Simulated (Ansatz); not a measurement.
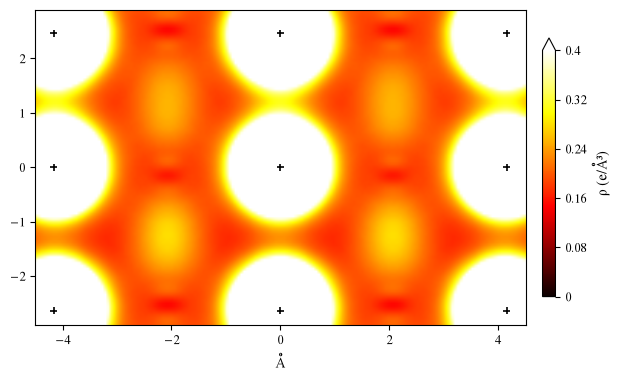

The valence charge density (pseudo) on a plane through atoms (crosses mark nuclei in the plane).

Theory: DFT PBE, scalar-relativistic, plane waves, PAW in Ansatz.

Candidates:
A. CsPbBr$_{3}$, a = 6.16 Å, b = 6.16 Å, c = 5.87 Å, α = 90.00°, β = 90.00°, γ = 90.00°. Space group P4/mmm; changed on purpose from its base cell (strain +0.050 along x and y, +0.000 along z, atoms carried along).
B. ZnCu, a = 4.16 Å, b = 4.16 Å, c = 5.10 Å, α = 90.00°, β = 90.00°, γ = 120.00°. Space group R3m; changed on purpose from its base cell (all Cu atoms moved +0.087 Å, as atom 2 towards its neighbour atom 1 (Zn) at 2.550 A); not relaxed (largest force 0.4 eV/Å); computed pressure about 3 GPa in this cell; computed without spin polarisation.

Which candidate gave the map?

Answer. Candidate B: ZnCu on the (010) plane of the conventional cell, which holds Zn and Cu. Zn–Cu (2.46 Å): ρ at the midpoint is about 0.31 e/Å³. Zn–Cu (2.64 Å): the density is about 0.23 e/Å³ at the midpoint.
